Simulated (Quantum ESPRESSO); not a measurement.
## ZnS (F-43m): phonon frequency against volume, with a fit

Aim: the Grüneisen parameter and the pressure coefficient of an optical mode of ZnS (F-43m).

Method: DFT LDA, scalar-relativistic, plane waves, JTH PAW pseudopotentials, in Quantum ESPRESSO 7.5.

The database entry behind the starting cell differs from later determinations by our own check (about 0.1 % short), so it need not match the best structure at ambient conditions.

### 1. The relaxed structure

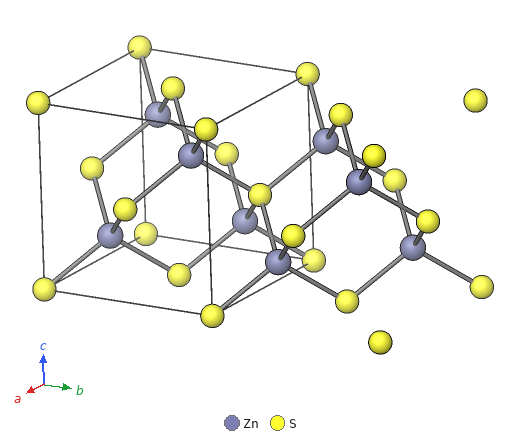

The cell as given, slightly off an axis (zinc blue, sulfur yellow). 1×2×1 cells are drawn. This picture shows the conventional cell, with its axes. Bonds to atoms that aren't drawn are left out. Some periodic images of atoms are drawn too.

As a file:

```
Zn S
1.0
    -2.64710    0.00000    2.64710
     0.00000    2.64710    2.64710
    -2.64710    2.64710    0.00000
Zn S
1 1
Cartesian
  -1.3236 1.3236 1.3236
  0.0000 0.0000 0.0000
```

This is the cell after its relaxation at this level of theory, not the database cell from which that began.

### 2. Runs at several volumes

The relaxed cell is scaled uniformly; in this structure symmetry fixes all atoms, so nothing has to be relaxed anew. Each volume gets a ground state and a response at Γ. The mode followed is the highest one without the macroscopic field, of symmetry T2; longitudinal polar modes lie higher. Cutoff 60 Ry, k mesh 8×8×8.

From the response at V/V₀ = 0.94:

Output:

```text
[banners, grids, parts of the stress and lines that vanish by symmetry left out]
Program PHONON v.7.5
     Reading xml data from directory:

[...]
Exchange-correlation= PW
                           (   1   4   0   0   0   0   0)
[...]
kinetic-energy cut-off    =      60.0000  Ry
     charge density cut-off    =     480.0000  Ry
     convergence threshold     =      1.0E-18
[...]
Exchange-correlation= PW
                           (   1   4   0   0   0   0   0)
[...]
q = (   0.0000000   0.0000000   0.0000000 )
     25 Sym.Ops. (with q -> -q+G )
     G cutoff = 1167.7935  (  41655 G-vectors)     FFT grid: ( 50, 50, 50)
     G cutoff =  583.8968  (  14649 G-vectors)  smooth grid: ( 36, 36, 36)
     number of k points=    29
[...]
Mode symmetry, T_d (-43m)  point group:
[...]
Dielectric constant
[...]
End of electric fields calculation
          Dielectric constant in cartesian axis
          (       6.288349932       0.000000000      -0.000000000 )
          (       0.000000000       6.288349932       0.000000000 )
          (      -0.000000000       0.000000000       6.288349932 )
          Effective charges (d Force / dE) in cartesian axis without acoustic sum rule applied (asr)
           atom    1  Zn    Mean Z*:        1.81808
      Ex  (        1.81808        0.00000        0.00000 )
      Ey  (        0.00000        1.81808       -0.00000 )
      Ez  (        0.00000       -0.00000        1.81808 )
           atom    2  S     Mean Z*:       -1.84108
      Ex  (       -1.84108       -0.00000       -0.00000 )
      Ey  (       -0.00000       -1.84108        0.00000 )
      Ez  (       -0.00000       -0.00000       -1.84108 )
          Effective charges Sum: Mean:       -0.02299
[...]
Effective charges (d Force / dE) in cartesian axis with asr applied:
           atom    1  Zn    Mean Z*:        1.82958
[...]
atom    2  S     Mean Z*:       -1.82958
[...]
Representation #   1 modes #   1   2   3
[...]
End of self-consistent calculation
     Convergence has been achieved
     Representation #   2 modes #   4   5   6
[...]
End of self-consistent calculation
     Convergence has been achieved
[...]
Dielectric constant in cartesian axis
          (       6.288349932       0.000000000      -0.000000000 )
          (       0.000000000       6.288349932       0.000000000 )
          (      -0.000000000       0.000000000       6.288349932 )
          Effective charges (d Force / dE) in cartesian axis without acoustic sum rule applied (asr)
           atom    1  Zn    Mean Z*:        1.81808
      Ex  (        1.81808        0.00000        0.00000 )
      Ey  (        0.00000        1.81808       -0.00000 )
      Ez  (        0.00000       -0.00000        1.81808 )
           atom    2  S     Mean Z*:       -1.84108
      Ex  (       -1.84108       -0.00000       -0.00000 )
      Ey  (       -0.00000       -1.84108        0.00000 )
      Ez  (       -0.00000       -0.00000       -1.84108 )
          Effective charges Sum: Mean:       -0.02299
[...]
Effective charges (d Force / dE) in cartesian axis with asr applied:
           atom    1  Zn    Mean Z*:        1.82958
[...]
atom    2  S     Mean Z*:       -1.82958
[...]
q = (    0.000000000   0.000000000   0.000000000 )
[...]
freq (    1) =       0.122729 [THz] =       4.093797 [cm-1]
     freq (    2) =       0.122729 [THz] =       4.093797 [cm-1]
     freq (    3) =       0.122729 [THz] =       4.093797 [cm-1]
     freq (    4) =       9.695609 [THz] =     323.410697 [cm-1]
     freq (    5) =       9.695609 [THz] =     323.410697 [cm-1]
     freq (    6) =       9.695609 [THz] =     323.410697 [cm-1]
[...]
Mode symmetry, T_d (-43m)  point group:
     freq (   1-   3) =          4.1  [cm-1]   --> T_2  G_15 P_4   I+R
     freq (   4-   6) =        323.4  [cm-1]   --> T_2  G_15 P_4   I+R

   JOB DONE.
```

One volume, V/V₀ = 1, is held back as a test.

```tsv
V/V₀	volume (Å³/atom)	pressure (GPa)	ω (cm⁻¹)
0.94	17.436	6.11	323.41
0.97	17.992	2.77	306.82
1	18.549	-0.05	held back
1.03	19.105	-2.46	276.43
1.06	19.662	-4.49	262.42
```

### 3. The fit

The mode Grüneisen parameter is γ = −d ln ω / d ln V.

```tsv
ln(V/V₀)	ln ω
-0.0619	5.7789
-0.0305	5.7263
0.0296	5.6220
0.0583	5.5699
```

A straight line through these points has the slope -1.739, so γ = 1.74; at V/V₀ = 1 it predicts ω = exp(5.6723 + 0.0000) = 290.71 cm⁻¹.

A parabola of pressure against ln V through V/V₀ = 0.97, 1 and 1.03 gives the bulk modulus B = −dP/d ln V = 87 GPa at V₀. With ω₀ from the fitted line the pressure coefficient follows as dω/dP = γ ω₀ / B = 1.74 × 290.7 / 87 = 5.82 cm⁻¹/GPa.

### 4. The run that was held back

Output:

```text
[banners, grids, parts of the stress and lines that vanish by symmetry left out]
[banner, memory and clock lines left out]
Program PHONON v.7.5

[...]
Exchange-correlation= PW
                           (   1   4   0   0   0   0   0)
[...]
kinetic-energy cut-off    =      60.0000  Ry
     charge density cut-off    =     480.0000  Ry
     convergence threshold     =      1.0E-18
[...]
Exchange-correlation= PW
                           (   1   4   0   0   0   0   0)
[...]
q = (   0.0000000   0.0000000   0.0000000 )
     25 Sym.Ops. (with q -> -q+G )
     G cutoff = 1216.9727  (  44399 G-vectors)     FFT grid: ( 50, 50, 50)
     G cutoff =  608.4863  (  15665 G-vectors)  smooth grid: ( 36, 36, 36)
     number of k points=    29
[...]
Mode symmetry, T_d (-43m)  point group:
[...]
Dielectric constant
[...]
End of electric fields calculation
          Dielectric constant in cartesian axis
          (       6.311583262       0.000000000       0.000000000 )
          (       0.000000000       6.311583262       0.000000000 )
          (       0.000000000       0.000000000       6.311583262 )
          Effective charges (d Force / dE) in cartesian axis without acoustic sum rule applied (asr)
           atom    1  Zn    Mean Z*:        1.90642
      Ex  (        1.90642        0.00000       -0.00000 )
      Ey  (       -0.00000        1.90642       -0.00000 )
      Ez  (        0.00000       -0.00000        1.90642 )
           atom    2  S     Mean Z*:       -1.92922
      Ex  (       -1.92922        0.00000        0.00000 )
[...]
Representation #   1 modes #   1   2   3
[...]
End of self-consistent calculation
     Convergence has been achieved
     Representation #   2 modes #   4   5   6
[...]
End of self-consistent calculation
     Convergence has been achieved
[...]
Dielectric constant in cartesian axis
          (       6.311583262       0.000000000       0.000000000 )
          (       0.000000000       6.311583262       0.000000000 )
          (       0.000000000       0.000000000       6.311583262 )
          Effective charges (d Force / dE) in cartesian axis without acoustic sum rule applied (asr)
           atom    1  Zn    Mean Z*:        1.90642
      Ex  (        1.90642        0.00000       -0.00000 )
      Ey  (       -0.00000        1.90642       -0.00000 )
      Ez  (        0.00000       -0.00000        1.90642 )
           atom    2  S     Mean Z*:       -1.92922
      Ex  (       -1.92922        0.00000        0.00000 )
      Ey  (        0.00000       -1.92922       -0.00000 )
      Ez  (        0.00000       -0.00000       -1.92922 )
          Effective charges Sum: Mean:       -0.02279
[...]
Effective charges (d Force / dE) in cartesian axis with asr applied:
           atom    1  Zn    Mean Z*:        1.91782
[...]
atom    2  S     Mean Z*:       -1.91782
[...]
q = (    0.000000000   0.000000000   0.000000000 )
[...]
freq (    1) =       0.166625 [THz] =       5.558016 [cm-1]
     freq (    2) =       0.166625 [THz] =       5.558016 [cm-1]
     freq (    3) =       0.166625 [THz] =       5.558016 [cm-1]
     freq (    4) =       8.731052 [THz] =     291.236554 [cm-1]
     freq (    5) =       8.731052 [THz] =     291.236554 [cm-1]
     freq (    6) =       8.731052 [THz] =     291.236554 [cm-1]
[...]
Mode symmetry, T_d (-43m)  point group:
     freq (   1-   3) =          5.6  [cm-1]   --> T_2  G_15 P_4   I+R
     freq (   4-   6) =        291.2  [cm-1]   --> T_2  G_15 P_4   I+R
```

It gives 291.24 cm⁻¹ against the predicted 290.71 cm⁻¹, a miss of 0.5 cm⁻¹.

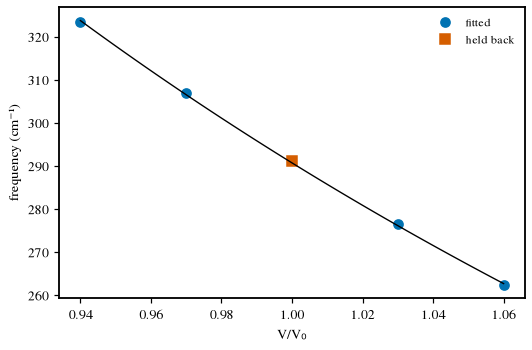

Frequency against volume, with the power-law fit.

### 5. What came out

```
mode Grüneisen parameter : 1.739
bulk modulus             : 86.9 GPa
pressure coefficient     : 5.82 cm⁻¹/GPa
```

**Reading.** The highest optical mode of ZnS (F-43m) without the LO-TO term stiffens by 5.82 cm⁻¹ a GPa near the relaxed volume, with γ = 1.74. The power law meets all 5 runs within 0.19 %; between neighbouring volumes γ runs from 1.68 to 1.81. Such a coefficient turns a measured shift of this mode into a hydrostatic stress; uniaxial or biaxial stress splits the mode and needs deformation potentials. These are harmonic values at zero temperature for the structure held cubic, which a run at Γ can't show to be stable; the bulk modulus rests on three points.

[Host names and launcher messages were left out of these logs when they were recorded.]

[Logs are printed without paths, hosts, clocks, repeated set-up lines and the standing remarks that a program may print on its own settings, such as how far it seeks lower states.]

[Hosts, paths, dates, database ids (printed as entryN), source tags and the programs' standing remarks are cut or masked in the printed files.]
